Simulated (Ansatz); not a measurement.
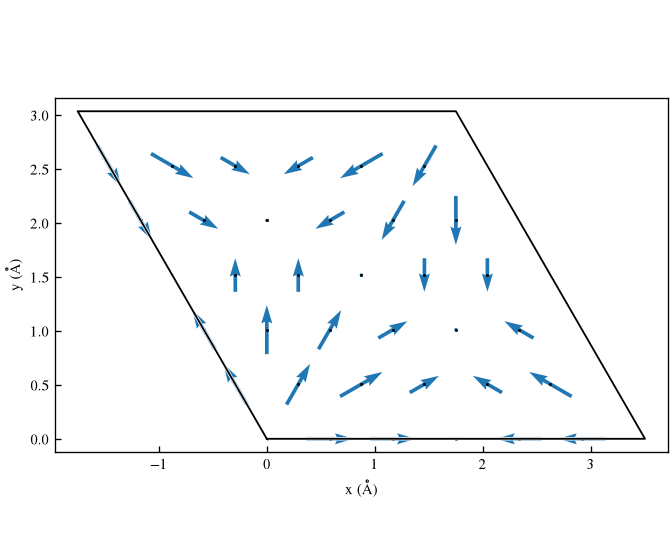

A bilayer of two Te₂Mo sheets (1H type) (6 atoms in the cell). 
- The upper layer of a bilayer is slid over the lower one; relaxed at each slide: nothing; the origin of the map has Te4 above Te3; the distance between the facing planes is held at 3.63 Å.
- Places are given modulo a cell vector. The map is drawn in real space over the plane of the slide.
- Grid: 6 × 6 points; 7 points were computed and 29 follow by symmetry.
- At a held distance the lowest stacking need not be the one that binds best once the distance relaxes.
- Method: DFT PBE+D3(BJ), scalar-relativistic, plane waves, PAW in Ansatz. Settings: cutoff 420 eV, k-mesh 9×9×1, gaussian smearing 0.05 eV, no spin polarisation.

Drawn: dots at the grid points, arrows along the force (downhill), their lengths compressed, the outline of one cell of the plane.

### The arrows alone are given. Where are the wells?

The arrows converge at (2/6, 4/6) of the cell vectors; (4/6, 2/6) of the cell vectors (read from the interpolated surface).

The energy map of the same scan:

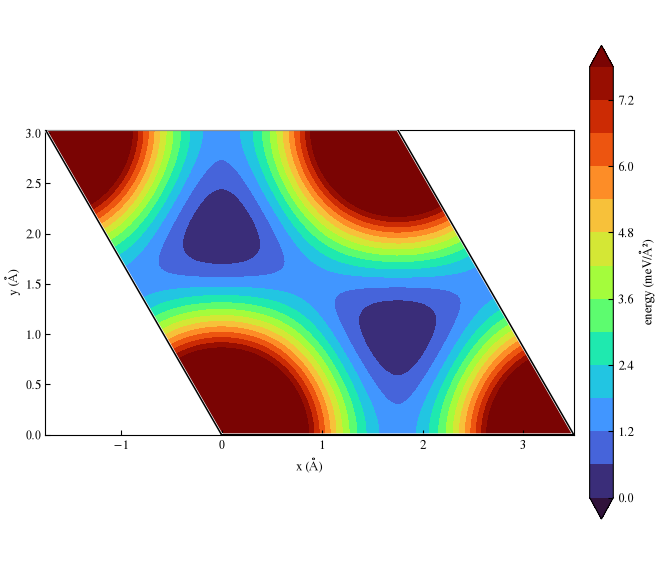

Energies are in meV/Å², from the lowest grid point; between grid points the surface is interpolated.

PAW datasets: the set soft_1.
